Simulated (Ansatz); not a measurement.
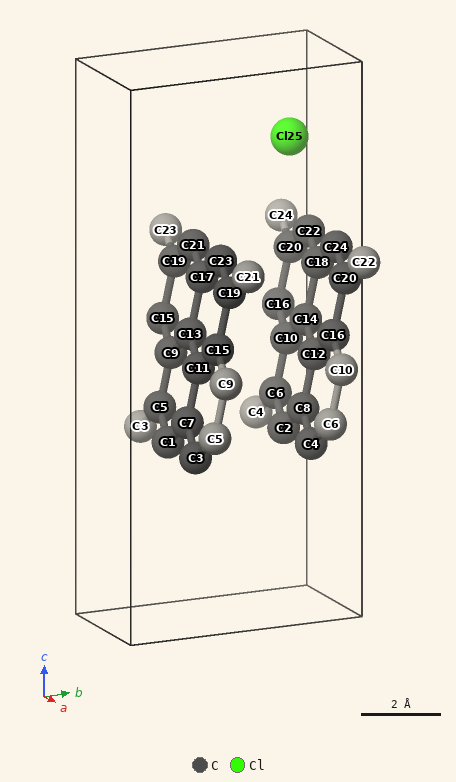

Figure 1. The input geometry (ball-and-stick view of the cell of the calculation, with the vacuum cut short, seen slightly off an axis; neighbours outside the cell are drawn fainter; atoms are numbered from 1 in the order of the input). An atom can appear more than once, as a periodic image.

## Run report: C₂₄Cl, single-point calculation (part 1 of 2)

System: C₂₄Cl (slab, 25 atoms in the cell).
Method: DFT PBE+D3(BJ), scalar-relativistic, plane waves, PAW, PAW set soft_1, spin-polarised (Ansatz 0.2.0).

The structure derives from an entry of the Crystallography Open Database. Figures and captions count atoms from 1; the log counts them from 0 in places.

## Output
```
Engine: ansatz 0.2.0, aarch64-unknown-linux-gnu
Pseudopotentials: kind: paw
Pseudopotential: C, paw, valence charge 4, recommended cutoff 420 eV (normal), [file]
Pseudopotential: Cl, paw, valence charge 7, recommended cutoff 420 eV (normal), [file]
Functional definition: PBE
  parameter kappa = 0.804
  parameter beta = 0.06672455060314922
  exchange = pbe_x(kappa = kappa, mu = beta*pi^2/3)
  correlation = pbe_c(beta = beta)
Crystal: 25 atoms, lattice volume = 752.331 Å³
Basis set: ecut = 420 eV, 14697 PW (Γ), exchange–correlation on 72×100×300 points (8 copies of the dense FFT grid, shifted against one another)
Bands: 77, of which v1, the nominal top of the filled ones, is band 52 counted from 1 (51 counted from 0)
Symmetry: 1 space group operations
k-points: 14 of 24 (time reversal used)
Non-local potential: C, projectors of the file, l = 0: 2, l = 1: 2, l = 2: 1
Non-local potential: Cl, projectors of the file, l = 0: 2, l = 1: 2, l = 2: 1
PAW form: soft (Blöchl's): semilocal exchange-correlation on the pseudo side does not see the compensation charge
PAW one-centre angular grid: C, 110 points (default); XC on 64 Gauss nodes
PAW one-centre angular grid: Cl, 110 points (default); XC on 64 Gauss nodes
Starting moments: Σ|m| = 1 μB on 1 of 25 sites
Initial wavefunctions: pseudopotential atomic-orbital guess
Functional: x = pbe(κ = 0.804, μ = 0.2195149727645171), c = pbe(β = 0.06672455060314922)
SCF iter   1: F=—  HF=-7091.608568 eV  |F-HF|=—  |Δ(HF+E_count)|=         —  Δρ=3.91e-2 (↑3.62e-2 ↓3.91e-2)  dr2=8.83e1  dr2_m=2.66e-1  M=1.516 μB ∫|m|=2.200 μB  β_m=1.00  ethr=3.10e-3  p=0.000 e·Å  D=4.19e-8 V/Å  ΔV_dip=-0.00 eV  dr2_dipole=2.34e1  V_vac-E_F(+/−)=8.54/8.54 eV  ⟨swp⟩=7.9  Hψ=11099  notcnv=0  defer=261
efield: sawtooth ramp at fractional position 0.8248 (placed from the atoms, in the widest stretch of the axis that holds none; the zero of the levels goes with the place), width 0.0400; the density the first Hamiltonian is built on has a dipole p = 0.000 e·Å; the dipole correction subtracts the counter field D = 4.19e-8 V/Å, which shifts the + side's vacuum level by -0.00 eV against the − side's; the planar-averaged density in the ramp window peaks in size at 3.1e-7 e/Å³
preconditioner: auto → LDOS  [metal: Δε(μ)=0.008 eV  Ē_g=13.838 eV  σ=0.050 eV  W_gap=0.09  n_scr=112 (ndim 8)  ℏωp=13.7 eV  f_vac=0.590  D(μ)=13.76/eV (n_scr^D=70)]
spin=Collinear: LDOS preconditioning applied to the charge; magnetization (m = ρ↑ − ρ↓) channel mixes plain (no charge-response kernel on spin).
SCF iter   2: F=—  HF=-7084.437009 eV  |F-HF|=—  |Δ(HF+E_count)|=    7.17e0  Δρ=2.77e-2 (↑2.60e-2 ↓2.77e-2)  dr2=5.50e1  dr2_m=8.32e-2  M=1.420 μB ∫|m|=3.020 μB  β_m=1.00  ethr=3.10e-3  p=0.044 e·Å  D=1.06e-2 V/Å  ΔV_dip=-0.24 eV  dr2_dipole=1.36e1  V_vac-E_F(+/−)=8.08/8.31 eV  ⟨swp⟩=2.1  Hψ=4128  notcnv=0  defer=500  κ⁻¹=1.0e0(r=1)
SCF iter   3: F=—  HF=-7079.348295 eV  |F-HF|=—  |Δ(HF+E_count)|=    5.09e0  Δρ=2.10e-2 (↑1.24e-2 ↓2.10e-2)  dr2=1.70e1  dr2_m=9.53e-1  M=-0.401 μB ∫|m|=2.078 μB  β_m=0.30  ethr=3.10e-3  p=0.201 e·Å  D=4.84e-2 V/Å  ΔV_dip=-1.08 eV  dr2_dipole=3.70e0  V_vac-E_F(+/−)=6.87/7.94 eV  ⟨swp⟩=2.7  Hψ=3775  notcnv=0  defer=504  κ⁻¹=2.9e-2(r=2)
SCF iter   4: F=—  HF=-7080.218696 eV  |F-HF|=—  |Δ(HF+E_count)|=   8.70e-1  Δρ=1.76e-2 (↑1.29e-2 ↓1.76e-2)  dr2=5.44e0  dr2_m=7.35e-1  M=-0.384 μB ∫|m|=3.091 μB  β_m=0.30  ethr=3.10e-3  p=0.132 e·Å  D=3.18e-2 V/Å  ΔV_dip=-0.71 eV  dr2_dipole=6.06e-2  V_vac-E_F(+/−)=7.29/7.99 eV  ⟨swp⟩=2.4  Hψ=3688  notcnv=0  defer=520  κ⁻¹=5.5e-3(r=3)
SCF iter   5: F=—  HF=-7079.894082 eV  |F-HF|=—  |Δ(HF+E_count)|=   3.25e-1  Δρ=1.43e-2 (↑9.80e-3 ↓1.43e-2)  dr2=3.13e0  dr2_m=6.70e-1  M=-0.523 μB ∫|m|=3.983 μB  β_m=0.30  ethr=3.10e-3  p=0.096 e·Å  D=2.32e-2 V/Å  ΔV_dip=-0.52 eV  dr2_dipole=1.74e-1  V_vac-E_F(+/−)=7.25/7.76 eV  ⟨swp⟩=2.0  Hψ=2071  notcnv=0  defer=520  κ⁻¹=3.5e-3(r=4)
SCF iter   6: F=—  HF=-7079.909975 eV  |F-HF|=—  |Δ(HF+E_count)|=   1.59e-2  Δρ=9.04e-3 (↑8.86e-3 ↓9.04e-3)  dr2=1.61e0  dr2_m=4.03e-1  M=-0.536 μB ∫|m|=4.562 μB  β_m=0.30  ethr=3.04e-3  p=-0.015 e·Å  D=-3.63e-3 V/Å  ΔV_dip=0.08 eV  dr2_dipole=9.50e-3  V_vac-E_F(+/−)=7.36/7.28 eV  ⟨swp⟩=2.0  Hψ=2869  notcnv=0  defer=520  κ⁻¹=5.5e-4(r=5)
SCF iter   7: F=—  HF=-7080.108452 eV  |F-HF|=—  |Δ(HF+E_count)|=   1.98e-1  Δρ=8.89e-3 (↑8.89e-3 ↓7.30e-3)  dr2=1.33e0  dr2_m=3.35e-1  M=-0.831 μB ∫|m|=4.939 μB  β_m=0.30  ethr=1.56e-3  p=-0.062 e·Å  D=-1.48e-2 V/Å  ΔV_dip=0.33 eV  dr2_dipole=9.83e-4  V_vac-E_F(+/−)=7.32/6.99 eV  ⟨swp⟩=1.1  Hψ=2076  notcnv=0  defer=512  κ⁻¹=3.7e-4(r=6)
SCF iter   8: F=—  HF=-7080.252691 eV  |F-HF|=—  |Δ(HF+E_count)|=   1.44e-1  Δρ=1.05e-2 (↑1.05e-2 ↓5.35e-3)  dr2=1.34e0  dr2_m=3.78e-1  M=-1.596 μB ∫|m|=5.299 μB  β_m=0.30  ethr=1.29e-3  p=-0.103 e·Å  D=-2.47e-2 V/Å  ΔV_dip=0.55 eV  dr2_dipole=1.08e-1  V_vac-E_F(+/−)=7.22/6.67 eV  ⟨swp⟩=1.4  Hψ=1875  notcnv=0  defer=512
Mixer restart at iter 8: flushing history
spin-set hold released at iteration 8 (site moments contracting): the magnetisation degrees of freedom join the quasi-Newton model from the next iteration; the mixer history was flushed
SCF iter   9: F=—  HF=-7080.464042 eV  |F-HF|=—  |Δ(HF+E_count)|=   2.11e-1  Δρ=1.04e-2 (↑1.04e-2 ↓4.64e-3)  dr2=2.07e0  dr2_m=3.22e-1  M=-1.799 μB ∫|m|=5.679 μB  β_m=0.65  ethr=1.29e-3  p=-0.115 e·Å  D=-2.76e-2 V/Å  ΔV_dip=0.61 eV  dr2_dipole=3.44e-1  V_vac-E_F(+/−)=7.17/6.56 eV  ⟨swp⟩=1.3  Hψ=2293  notcnv=0  defer=508
density mixer auto → msr1: a metal under ldos (density of states about μ 1.11 of a free-electron gas's, 112 screened modes)
SCF iter  10: F=—  HF=-7080.653016 eV  |F-HF|=—  |Δ(HF+E_count)|=   1.89e-1  Δρ=8.13e-3 (↑8.13e-3 ↓3.94e-3)  dr2=1.82e0  dr2_m=1.84e-1  M=-1.814 μB ∫|m|=6.079 μB  β_m=0.82  ethr=1.29e-3  p=-0.143 e·Å  D=-3.44e-2 V/Å  ΔV_dip=0.76 eV  dr2_dipole=4.34e-1  V_vac-E_F(+/−)=7.09/6.32 eV  ⟨swp⟩=1.9  Hψ=1837  notcnv=0  defer=508
SCF iter  11: F=—  HF=-7080.883251 eV  |F-HF|=—  |Δ(HF+E_count)|=   2.30e-1  Δρ=6.79e-3 (↑3.79e-3 ↓6.79e-3)  dr2=1.05e0  dr2_m=1.31e-1  M=-1.096 μB ∫|m|=7.111 μB  β_m=0.91  ethr=1.29e-3  p=-0.184 e·Å  D=-4.43e-2 V/Å  ΔV_dip=0.98 eV  dr2_dipole=2.17e-1  V_vac-E_F(+/−)=6.85/5.87 eV  ⟨swp⟩=2.0  Hψ=2310  notcnv=0  defer=504
SCF iter  12: F=—  HF=-7081.036110 eV  |F-HF|=—  |Δ(HF+E_count)|=   1.53e-1  Δρ=4.37e-3 (↑2.15e-3 ↓4.37e-3)  dr2=4.07e-1  dr2_m=4.58e-2  M=-0.969 μB ∫|m|=7.641 μB  β_m=0.94  ethr=1.02e-3  p=-0.230 e·Å  D=-5.53e-2 V/Å  ΔV_dip=1.23 eV  dr2_dipole=3.96e-3  V_vac-E_F(+/−)=6.87/5.65 eV  ⟨swp⟩=2.3  Hψ=2620  notcnv=0  defer=496
SCF iter  13: F=—  HF=-7081.155054 eV  |F-HF|=—  |Δ(HF+E_count)|=   1.19e-1  Δρ=4.04e-3 (↑4.04e-3 ↓3.51e-3)  dr2=1.27e0  dr2_m=1.55e-2  M=-1.447 μB ∫|m|=8.333 μB  β_m=0.36  ethr=3.96e-4  p=-0.301 e·Å  D=-7.23e-2 V/Å  ΔV_dip=1.61 eV  dr2_dipole=1.59e-1  V_vac-E_F(+/−)=6.85/5.24 eV  ⟨swp⟩=3.0  Hψ=3421  notcnv=0  defer=504  recentre
SCF iter  14: F=—  HF=-7081.046637 eV  |F-HF|=—  |Δ(HF+E_count)|=   1.08e-1  Δρ=2.06e-3 (↑1.47e-3 ↓2.06e-3)  dr2=8.04e-2  dr2_m=1.63e-2  M=-1.252 μB ∫|m|=8.049 μB  β_m=0.71  ethr=3.96e-4  p=-0.289 e·Å  D=-6.96e-2 V/Å  ΔV_dip=1.55 eV  dr2_dipole=2.70e-2  V_vac-E_F(+/−)=6.84/5.30 eV  ⟨swp⟩=2.2  Hψ=2702  notcnv=0  defer=520
SCF iter  15: F=—  HF=-7081.084609 eV  |F-HF|=—  |Δ(HF+E_count)|=   3.80e-2  Δρ=2.19e-3 (↑1.57e-3 ↓2.19e-3)  dr2=1.22e-1  dr2_m=1.60e-2  M=-1.647 μB ∫|m|=8.596 μB  β_m=0.86  ethr=7.80e-5  p=-0.348 e·Å  D=-8.36e-2 V/Å  ΔV_dip=1.86 eV  dr2_dipole=1.22e-2  V_vac-E_F(+/−)=6.84/4.98 eV  ⟨swp⟩=2.8  Hψ=3496  notcnv=0  defer=520
SCF iter  16: F=—  HF=-7081.096744 eV  |F-HF|=—  |Δ(HF+E_count)|=   1.21e-2  Δρ=1.44e-3 (↑1.44e-3 ↓1.03e-3)  dr2=6.83e-2  dr2_m=5.22e-3  M=-1.710 μB ∫|m|=8.663 μB  β_m=0.91  ethr=7.80e-5  p=-0.353 e·Å  D=-8.49e-2 V/Å  ΔV_dip=1.89 eV  dr2_dipole=9.38e-4  V_vac-E_F(+/−)=6.83/4.94 eV  ⟨swp⟩=2.3  Hψ=3144  notcnv=0  defer=505
SCF iter  17: F=—  HF=-7081.096421 eV  |F-HF|=—  |Δ(HF+E_count)|=   3.23e-4  Δρ=1.32e-3 (↑1.32e-3 ↓9.63e-4)  dr2=6.16e-2  dr2_m=3.84e-3  M=-1.817 μB ∫|m|=8.851 μB  β_m=0.91  ethr=6.63e-5  p=-0.367 e·Å  D=-8.82e-2 V/Å  ΔV_dip=1.96 eV  dr2_dipole=1.07e-3  V_vac-E_F(+/−)=6.81/4.85 eV  ⟨swp⟩=2.0  Hψ=2720  notcnv=0  defer=499
SCF iter  18: F=—  HF=-7081.094637 eV  |F-HF|=—  |Δ(HF+E_count)|=   1.78e-3  Δρ=1.05e-3 (↑1.05e-3 ↓8.32e-4)  dr2=4.55e-2  dr2_m=2.51e-3  M=-1.821 μB ∫|m|=8.886 μB  β_m=0.90  ethr=5.98e-5  p=-0.370 e·Å  D=-8.91e-2 V/Å  ΔV_dip=1.98 eV  dr2_dipole=1.39e-3  V_vac-E_F(+/−)=6.81/4.83 eV  ⟨swp⟩=1.3  Hψ=1727  notcnv=0  defer=499
SCF iter  19: F=—  HF=-7081.091601 eV  |F-HF|=—  |Δ(HF+E_count)|=   3.04e-3  Δρ=5.10e-4 (↑5.10e-4 ↓3.98e-4)  dr2=7.52e-3  dr2_m=3.80e-4  M=-1.717 μB ∫|m|=8.771 μB  β_m=0.81  ethr=4.41e-5  p=-0.355 e·Å  D=-8.53e-2 V/Å  ΔV_dip=1.90 eV  dr2_dipole=4.00e-5  V_vac-E_F(+/−)=6.80/4.90 eV  ⟨swp⟩=2.1  Hψ=2868  notcnv=0  defer=491
SCF iter  20: F=—  HF=-7081.090705 eV  |F-HF|=—  |Δ(HF+E_count)|=   8.95e-4  Δρ=1.69e-4 (↑1.62e-4 ↓1.69e-4)  dr2=1.03e-3  dr2_m=8.50e-5  M=-1.704 μB ∫|m|=8.798 μB  β_m=0.79  ethr=7.30e-6  p=-0.357 e·Å  D=-8.59e-2 V/Å  ΔV_dip=1.91 eV  dr2_dipole=2.76e-5  V_vac-E_F(+/−)=6.79/4.88 eV  ⟨swp⟩=2.1  Hψ=3310  notcnv=0  defer=479
SCF iter  21: F=—  HF=-7081.090791 eV  |F-HF|=—  |Δ(HF+E_count)|=   8.55e-5  Δρ=1.65e-4 (↑1.65e-4 ↓1.45e-4)  dr2=9.00e-4  dr2_m=1.11e-4  M=-1.671 μB ∫|m|=8.780 μB  β_m=0.76  ethr=9.97e-7  p=-0.357 e·Å  D=-8.58e-2 V/Å  ΔV_dip=1.91 eV  dr2_dipole=1.60e-4  V_vac-E_F(+/−)=6.79/4.88 eV  ⟨swp⟩=2.0  Hψ=2965  notcnv=0  defer=479
SCF iter  22: F=—  HF=-7081.090853 eV  |F-HF|=—  |Δ(HF+E_count)|=   6.19e-5  Δρ=6.00e-5 (↑6.00e-5 ↓5.04e-5)  dr2=1.34e-4  dr2_m=8.34e-6  M=-1.664 μB ∫|m|=8.761 μB  β_m=0.88  ethr=8.74e-7  p=-0.355 e·Å  D=-8.53e-2 V/Å  ΔV_dip=1.90 eV  dr2_dipole=1.18e-5  V_vac-E_F(+/−)=6.79/4.90 eV  ⟨swp⟩=2.0  Hψ=2856  notcnv=0  defer=479
SCF iter  23: F=—  HF=-7081.090865 eV  |F-HF|=—  |Δ(HF+E_count)|=   1.22e-5  Δρ=5.06e-5 (↑5.06e-5 ↓3.66e-5)  dr2=8.55e-5  dr2_m=2.87e-6  M=-1.667 μB ∫|m|=8.763 μB  β_m=0.94  ethr=1.30e-7  p=-0.355 e·Å  D=-8.54e-2 V/Å  ΔV_dip=1.90 eV  dr2_dipole=3.04e-6  V_vac-E_F(+/−)=6.79/4.90 eV  ⟨swp⟩=2.2  Hψ=2841  notcnv=0  defer=479
SCF iter  24: F=—  HF=-7081.091045 eV  |F-HF|=—  |Δ(HF+E_count)|=   1.80e-4  Δρ=2.99e-5 (↑2.99e-5 ↓2.94e-5)  dr2=5.02e-5  dr2_m=2.78e-7  M=-1.666 μB ∫|m|=8.767 μB  β_m=0.82  ethr=8.30e-8  p=-0.355 e·Å  D=-8.54e-2 V/Å  ΔV_dip=1.90 eV  dr2_dipole=4.58e-6  V_vac-E_F(+/−)=6.79/4.89 eV  ⟨swp⟩=2.0  Hψ=2812  notcnv=0  defer=479
SCF iter  25: F=—  HF=-7081.091040 eV  |F-HF|=—  |Δ(HF+E_count)|=   4.92e-6  Δρ=1.91e-5 (↑1.77e-5 ↓1.91e-5)  dr2=1.38e-5  dr2_m=5.84e-7  M=-1.666 μB ∫|m|=8.767 μB  β_m=0.77  ethr=4.88e-8  p=-0.355 e·Å  D=-8.54e-2 V/Å  ΔV_dip=1.90 eV  dr2_dipole=5.57e-7  V_vac-E_F(+/−)=6.79/4.90 eV  ⟨swp⟩=2.0  Hψ=2767  notcnv=0  defer=479
SCF iter  26: F=—  HF=-7081.091040 eV  |F-HF|=—  |Δ(HF+E_count)|=   1.25e-7  Δρ=1.19e-5 (↑8.45e-6 ↓1.19e-5)  dr2=1.78e-6  dr2_m=4.50e-7  M=-1.667 μB ∫|m|=8.768 μB  β_m=0.72  ethr=1.34e-8  p=-0.355 e·Å  D=-8.54e-2 V/Å  ΔV_dip=1.90 eV  dr2_dipole=1.98e-10  V_vac-E_F(+/−)=6.79/4.90 eV  ⟨swp⟩=2.0  Hψ=2851  notcnv=0  defer=479
SCF iter  27: F=—  HF=-7081.091042 eV  |F-HF|=—  |Δ(HF+E_count)|=   1.35e-6  Δρ=6.79e-6 (↑6.79e-6 ↓4.83e-6)  dr2=4.33e-7  dr2_m=2.01e-7  M=-1.667 μB ∫|m|=8.767 μB  β_m=0.86  ethr=1.73e-9  p=-0.355 e·Å  D=-8.54e-2 V/Å  ΔV_dip=1.90 eV  dr2_dipole=6.51e-8  V_vac-E_F(+/−)=6.79/4.90 eV  ⟨swp⟩=2.0  Hψ=3010  notcnv=0  defer=479
SCF iter  28: F=—  HF=-7081.091042 eV  |F-HF|=—  |Δ(HF+E_count)|=   6.46e-7  Δρ=5.93e-6 (↑5.93e-6 ↓2.32e-6)  dr2=4.81e-7  dr2_m=9.44e-8  M=-1.667 μB ∫|m|=8.767 μB  β_m=0.93  ethr=4.21e-10  p=-0.355 e·Å  D=-8.54e-2 V/Å  ΔV_dip=1.90 eV  dr2_dipole=5.12e-8  V_vac-E_F(+/−)=6.79/4.90 eV  ⟨swp⟩=2.1  Hψ=2986  notcnv=0  defer=479
SCF iter  29: F=—  HF=-7081.091043 eV  |F-HF|=—  |Δ(HF+E_count)|=   2.75e-7  Δρ=3.56e-6 (↑3.56e-6 ↓1.73e-6)  dr2=2.42e-7  dr2_m=2.63e-8  M=-1.667 μB ∫|m|=8.767 μB  β_m=0.85  ethr=4.21e-10  p=-0.355 e·Å  D=-8.54e-2 V/Å  ΔV_dip=1.90 eV  dr2_dipole=2.40e-8  V_vac-E_F(+/−)=6.79/4.90 eV  ⟨swp⟩=2.4  Hψ=3018  notcnv=0  defer=479
SCF iter  30: F=—  HF=-7081.091043 eV  |F-HF|=—  |Δ(HF+E_count)|=   3.08e-8  Δρ=2.06e-6 (↑2.06e-6 ↓1.07e-6)  dr2=1.10e-7  dr2_m=1.01e-8  M=-1.667 μB ∫|m|=8.767 μB  β_m=0.93  ethr=2.35e-10  p=-0.355 e·Å  D=-8.54e-2 V/Å  ΔV_dip=1.90 eV  dr2_dipole=2.55e-8  V_vac-E_F(+/−)=6.79/4.90 eV  ⟨swp⟩=2.0  Hψ=2932  notcnv=0  defer=479
SCF iter  31: F=-7081.091043 eV  HF=-7081.091043 eV  |F-HF|=5.02e-8  |Δ(HF+E_count)|=   4.04e-9  Δρ=1.52e-6 (↑1.52e-6 ↓6.72e-7)  dr2=7.72e-8  dr2_m=4.81e-9  M=-1.667 μB ∫|m|=8.767 μB  ethr=9.71e-11  p=-0.355 e·Å  D=-8.54e-2 V/Å  ΔV_dip=1.90 eV  dr2_dipole=2.20e-8  V_vac-E_F(+/−)=6.79/4.90 eV  ⟨swp⟩=35.4  Hψ=24052  notcnv=0
SCF 1 converged in 31 iterations: F = -7081.091043 eV  dr2 = 7.72e-8
  greatest PAW one-centre occupation: 0.912 electrons in one spin orbital (limit 2), on the Cl atom at site 24 (counted from 0), in its partial waves of l = 0
```

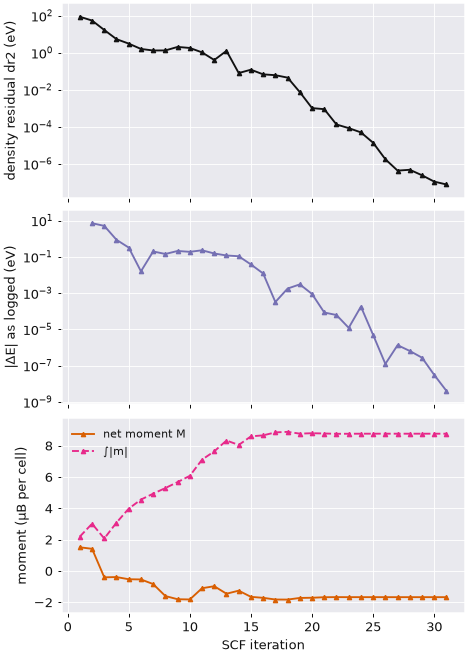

Figure 2. Convergence of the self-consistent field: density residual dr2, size of the energy change and magnetic moment against the SCF iteration. The residual comes down, with one marked jump up, by a factor of about 3, at step 13. The net moment goes from 1.5 to −1.7 μB per cell.

```
WARN: The output density's exchange-correlation potential varies sharply where the density is thin. Do not read a vacuum level from v_tot or v_xc, or from such a field of the output density. On a cell that repeats whose density bears no net charge and no dipole along the vacuum's axis use v_es (v_loc + v_h of the components); under efield.dipole_correction with no amplitude use v_es + v_field, which holds any external_charges[].barrier, or the levels of the report's work_function block, which leave it out; under a non-zero efield.amplitude the vacuum is tilted and has no level; on a cell that repeats and bears such a dipole with no correction it is tilted too, and efield.dipole_correction with no amplitude gives each side of its ramp a level where efield: is served; in a cell that repeats whose density bears a net charge (total_charge, or a fill off its count) it is curved and has none; of a slab under crystal.periodic whose density bears no net charge use v_es, which has a level on each side, short of where the two are joined; of another it falls or rises all the way out and has none; of a slab beside external_charges read slab_vacuum_level instead, which it has where they leave it neutral. The grid or the basis barely resolves most such structure, and the values can differ between equally converged runs; as a rule a tighter scf.convergence.dr2_threshold does not remove it. Where the density itself ripples (under the LDA too) a higher basis.ecutwfc lessens it. The files hold the spikes' plane waves up to the density's cutoff. Files: v_tot_of_output_density and the like, and their columns of v_z.tsv (output.write_potential); v_xc_of_output_density and the like, and their columns of v_comp_z.tsv (output.write_potential_components). Measured: with its Gaussian average of σ = 0.25 Å subtracted twice, the exchange-correlation potential is over 0.1 eV at 1805 of the grid points where the equally averaged density (valence and model cores) is under 1e-3 e/Å³, and 0.648 eV at the most among them, at an averaged density of 9.3e-4 e/Å³. The input density's (outcome.potential() and, of a run that writes arrays, v_tot and v_xc) is over 0.1 eV, so measured, at 1120 points of its own thin density, 0.647 eV at the most. See output.write_potential in the manual, Limitations
SCF converged after 31 iterations
Magnetization: -1.6666 μB (50.6667 up, 52.3333 down)
Absolute magnetization: 8.7902 μB (∫|ρ↑−ρ↓|, with the PAW one-centre terms)
Spin contamination: 3.4246 ħ² per cell (⟨S²⟩ above its minimum at these occupations)
Per-site moments (μB) at R_I (Å): [(0.4309191869062976, 0.5870470484717351), (-0.41230271964718207, 0.5870470484717352), (0.43079188943321856, 0.5870470484717353), (-0.41586890121985803, 0.5870470484717353), (-0.00812973815084256, 0.5870470484717353), (-0.0009725544254045841, 0.5870470484499222), (-0.012032521852490386, 0.5870470484717351), (0.0015457091588395929, 0.5870470484499222), (0.07056114411031099, 0.5834366291622244), (-0.048813936053470834, 0.5834366292802302), (0.0497925720111861, 0.5834366291622245), (-0.038746087190135434, 0.5834366292802302), (-0.029070769367091857, 0.5834366291622245), (-0.027736450614199288, 0.5834366292802302), (-0.02906257492213062, 0.5834366291622244), (-0.028628989372746765, 0.5834366292802302), (0.02285622193408745, 0.5690668742164645), (0.01101491302495281, 0.5690668742164645), (0.02266876469089875, 0.5690668742164646), (0.0108938429003997, 0.5690668742164645), (-0.3606282721710502, 0.5690668742164645), (-0.09949199991518655, 0.5690668742164645), (0.22608225348395666, 0.5690668742164646), (-0.3713006394537513, 0.5690668742164645), (-0.009165119687874675, 1.0612982143558538)]
Free energy (F): -7081.091043 eV
Harris-Foulkes:  -7081.091043 eV  (|F-HF|=5.02e-8)
```
